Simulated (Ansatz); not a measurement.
Run report: AlRu, single-point calculation

System: AlRu (2 atoms in the cell).
Method: DFT PBE, scalar-relativistic, plane waves, PAW, no spin polarisation (Ansatz 0.2.0).

The structure derives from an entry of the Crystallography Open Database. It belongs to a series of runs on one base structure; here: ratio of the length along [111] to the lengths across it x 1.41, volume and fractional coordinates fixed.

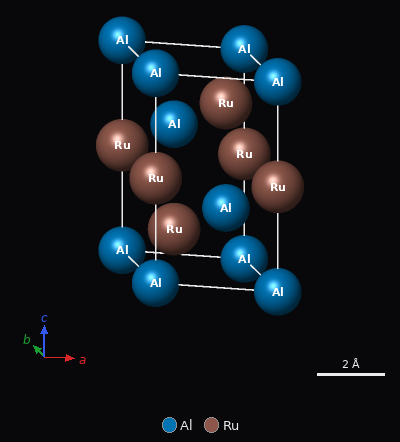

Figure 1. The input geometry (spheres-only view of the cell 3 times as large as that of the calculation, set on its symmetry axes, seen slightly off an axis). An atom can appear more than once, as a periodic image.

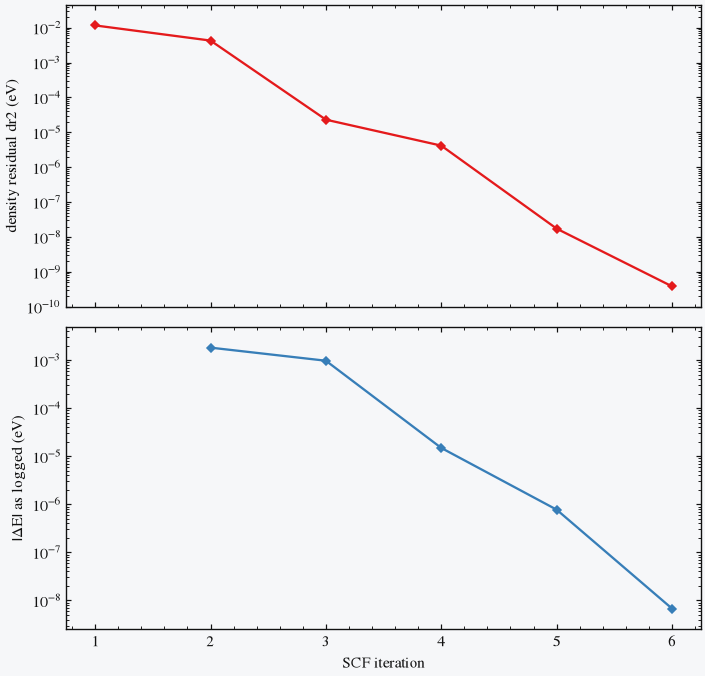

Figure 2. Convergence of the self-consistent field: density residual dr2 and size of the energy change against the SCF iteration. The residual falls at every step.

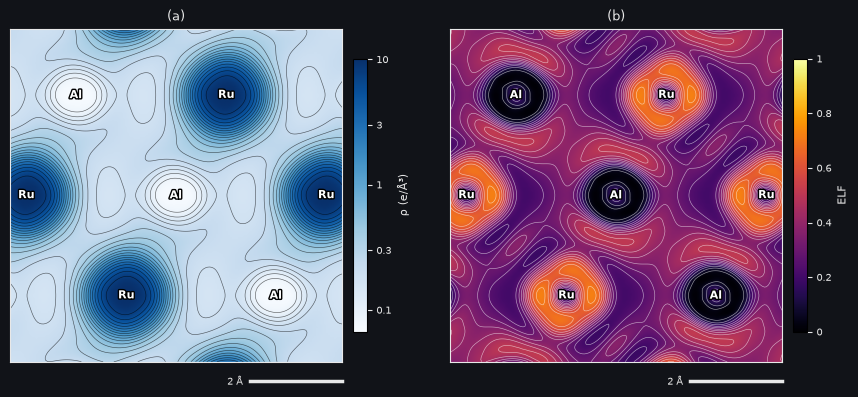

Figure 3. (a) valence electron density; (b) ELF on the (110) plane of the conventional cell. Atoms in the plane: Al and Ru. Al–Ru (2.43 Å): ρ is about 0.46 e/Å³ halfway; the ELF is about 0.40 at the midpoint; no localised pair between them. Away from the nuclei the density in this plane falls to 0.16 e/Å³ at its lowest. The strong features right at Ru lie inside the PAW spheres (semicore, d or f shells) and say nothing about bonding. The fields are those of the smooth PAW valence density.

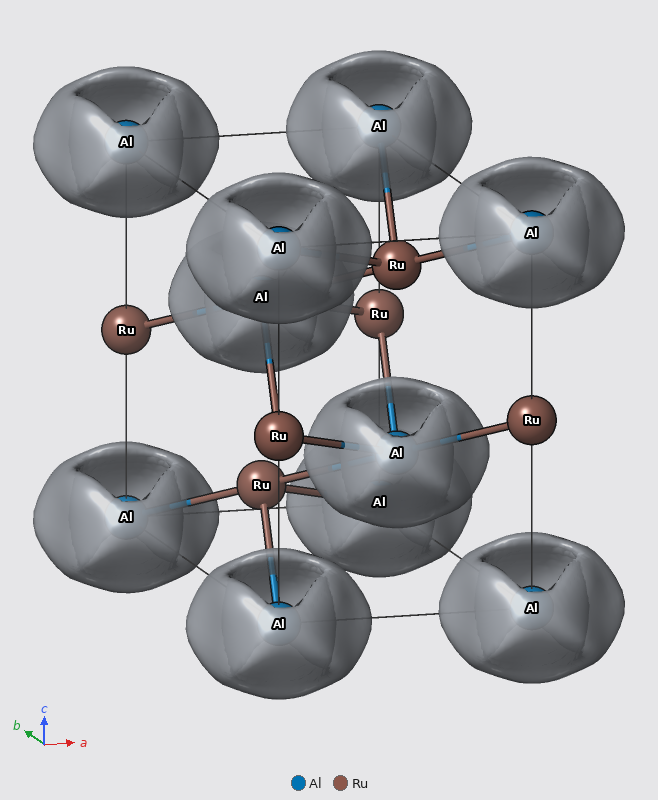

Figure 4. Isosurface of the ELF at 0.45 (grey), seen at an oblique angle. Core shells and regions of very low density are left out. Sticks mark near contacts. The outline is the cell set on symmetry axes. Along the contacts the grid gives the following. Al–Ru (2.43 Å): the ELF is about 0.40 at the midpoint (no shared electron pair).

These pictures come from the run below.

## The input
```yaml
crystal:
  lattice:
    - [3.0324730129, 0.3646081922, 0.3646081922]
    - [0.3646081922, 3.0324730129, 0.3646081922]
    - [0.3646081922, 0.3646081922, 3.0324730129]
  atoms:
    - { symbol: Al, position: [0.0, 0.0, 0.0] }
    - { symbol: Ru, position: [0.5, 0.5, 0.5] }
basis:
  ecutwfc: 420
kpoints:
  mp_grid: { grid: [18, 18, 18] }
hamiltonian:
  xc: pbe
scf:
  occupations: { method: gaussian, width: 0.15 }
output:
  forces: true
  stress: true
  eigenvalues: true
  write_density: true
  write_potential: true
  elf: true
  volumetric_format: npy
```

Command:
```bash
ansatz run input.yaml --threads 1 --pin off --max-ram 2560MiB --backend cpu --events-out ev --progress --plain --runs-dir out
```

## Output
```
Engine: ansatz 0.2.0, x86_64-unknown-linux-gnu
Pseudopotentials: kind: paw
Pseudopotential: Al, paw, valence charge 3, recommended cutoff 420 eV (normal), Al.paw.azcp
Pseudopotential: Ru, paw, valence charge 16, recommended cutoff 420 eV (normal), Ru.paw.azcp
Functional definition: PBE
  parameter kappa = 0.804
  parameter beta = 0.06672455060314922
  exchange = pbe_x(kappa = kappa, mu = beta*pi^2/3)
  correlation = pbe_c(beta = beta)
Crystal: 2 atoms, lattice volume = 26.774 Å³
Basis set: ecut = 420 eV, 523 PW (Γ), exchange–correlation on 48×48×48 points (8 copies of the dense FFT grid, shifted against one another)
Bands: 14, of which v1, the nominal top of the filled ones, is band 10 counted from 1 (9 counted from 0)
Symmetry: 12 space group operations
Space group: R-3m (ITA 166), of the structure as read, at distance tolerance 3.0e-5 Å
k-points: 580 of 5832
Non-local potential: Al, projectors of the file, l = 0: 2, l = 1: 2, l = 2: 1
Non-local potential: Ru, projectors of the file, l = 0: 3, l = 1: 2, l = 2: 2, l = 3: 1
PAW form: soft (Blöchl's): semilocal exchange-correlation on the pseudo side does not see the compensation charge
PAW one-centre angular grid: Al, 110 points (default); XC on 64 Gauss nodes
PAW one-centre angular grid: Ru, 590 points (default); XC on 64 Gauss nodes
Initial density: superposition of atomic densities (neutral atoms: chi_scale 0, normalization atom), corrected by the library's trained network
Initial wavefunctions: pseudopotential atomic-orbital guess
Functional: x = pbe(κ = 0.804, μ = 0.2195149727645171), c = pbe(β = 0.06672455060314922)
SCF iter   1: F=—  HF=-6416.538599 eV  |F-HF|=—  |Δ(HF+E_count)|=         —  Δρ=8.29e-3  dr2=1.16e-2  ethr=1.77e-3  ⟨swp⟩=5.0  Hψ=42864  notcnv=0
preconditioner: auto → none  [metal: Δε(μ)=0.010 eV  Ē_g=8.907 eV  σ=0.150 eV  W_gap=0.04  n_scr=6 (ndim 8)  ℏωp=23.8 eV  f_vac=0.000  D(μ)=1.34/eV (n_scr^D=14)  sad-step TF]
SCF iter   2: F=—  HF=-6416.536775 eV  |F-HF|=—  |Δ(HF+E_count)|=   1.82e-3  Δρ=4.45e-3  dr2=4.27e-3  ethr=6.12e-5  ⟨swp⟩=1.3  Hψ=12910  notcnv=0
SCF iter   3: F=—  HF=-6416.535803 eV  |F-HF|=—  |Δ(HF+E_count)|=   9.72e-4  Δρ=4.21e-4  dr2=2.31e-5  ethr=2.25e-5  ⟨swp⟩=2.3  Hψ=12365  notcnv=0
SCF iter   4: F=—  HF=-6416.535788 eV  |F-HF|=—  |Δ(HF+E_count)|=   1.49e-5  Δρ=1.38e-4  dr2=4.16e-6  ethr=1.22e-7  ⟨swp⟩=2.5  Hψ=13620  notcnv=0
iter 5 did not close the SCF: its close was put off for the readings that it lacked (scf_convergence_deferred on its scf_iter line)
SCF iter   5: F=-6416.535787 eV  HF=-6416.535787 eV  |F-HF|=6.23e-9  |Δ(HF+E_count)|=   7.74e-7  Δρ=1.72e-5  dr2=1.74e-8  ethr=2.19e-8  ⟨swp⟩=2.4  Hψ=11603  notcnv=0
SCF iter   6: F=-6416.535787 eV  HF=-6416.535787 eV  |F-HF|=2.18e-10  |Δ(HF+E_count)|=   6.78e-9  Δρ=2.01e-6  dr2=3.86e-10  ethr=9.17e-11  ⟨swp⟩=5.5  Hψ=44258  notcnv=0
SCF 1 converged in 6 iterations: F = -6416.535787 eV  dr2 = 3.86e-10
  greatest PAW one-centre occupation: 0.999 electrons in one spin orbital (limit 2), on the Ru atom at site 1 (counted from 0), in its partial waves of l = 0
SCF converged after 6 iterations
Free energy (F): -6416.535787 eV
Harris-Foulkes:  -6416.535787 eV  (|F-HF|=2.18e-10)
Internal energy: -6416.519888 eV  (E = F + TS)
E sigma→0 (E₀):  -6416.527838 eV
Entropy (-TS):   -0.015899 eV (-7.949 meV/atom)
Fermi energy:    16.059113 eV
--- Per-component energies (eV) ---
  E_band       = -120.179736
  E_kinetic    = 546.869655
  E_local      = -1798.553306  (includes V_loc(G=0)·N_el)
  E_nonlocal   = 356.926445
  E_hartree    = 637.172676
  E_xc         = -232.883185
  E_vxc        = -271.529941  (∫ρ·V_xc dr)
  E_paw        = -3930.227677  (= ΣΔE_a)
  E_vpaw       = -228.238412  (= ΣTr[D̂ρ^β])
  E_aug_tail   = -0.000174  (compensation charges beyond the density's cutoff)
  E_ewald      = -1995.824322
  E_smearing   = -0.015899  (= −TS)
  E_closure    = 0.000000  (closes the sum)
  Σ components = -6416.535787   (vs F -6416.535787, Δ=0.00e0)
--- Forces (eV/Å), atoms counted from 1 ---
  atom   1  Al    -0.00000000     0.00000000    -0.00000000
  atom   2  Ru     0.00000000     0.00000000     0.00000000
  max |Σ_I F_I| component: 5.89e-29 eV/Å
--- Stress (GPa, compression-positive) ---
       16.852169     -11.265887     -11.265887
      -11.265887      16.852169     -11.265887
      -11.265887     -11.265887      16.852169
  P = ⅓ Tr σ = 16.8522 GPa (168.522 kbar)
--- Band table (eV; the first three rows and the last of 580) ---
  k-point 0: bands = ["-55.5986", "-25.6581", "-25.6581", "-25.5226", "6.5209", "12.8964", "12.8964", "15.1366", "15.1366", "16.0289", "22.4386", "22.4386", "23.4178", "28.5474"]
  k-point 1: bands = ["-55.5982", "-25.6611", "-25.6579", "-25.5246", "6.5839", "12.9019", "12.9129", "15.0867", "15.1264", "16.0131", "22.2514", "22.5605", "23.4554", "28.3685"]
  k-point 2: bands = ["-55.5972", "-25.6703", "-25.6573", "-25.5299", "6.7709", "12.9075", "12.9570", "14.9564", "15.1011", "15.9752", "21.7026", "22.9047", "23.6247", "27.8946"]
  k-point 579: bands = ["-55.5664", "-25.7419", "-25.7419", "-25.7316", "10.8689", "12.0005", "12.0005", "15.0321", "17.0779", "17.0779", "20.8710", "21.6140", "22.4534", "22.4534"]
```

## Key numbers

```csv
quantity,value
outcome,converged
space group (tolerance 0.01 Å),R-3m (166)
electrons treated,19
free energy,−6416.5358 eV
Fermi energy,16.059 eV
gap on the k-point mesh,none (metallic)
pressure,16.85 GPa
largest force (length of the vector),under 0.001 eV/Å
hardware,"1 thread of Intel Xeon (Sapphire Rapids), 32 GiB of memory available, shared host"
wall time,9.2 s
peak memory,0.52 GiB
```

## Notes

The cell is under a pressure of 16.9 GPa at this level, so it is not at its equilibrium volume.
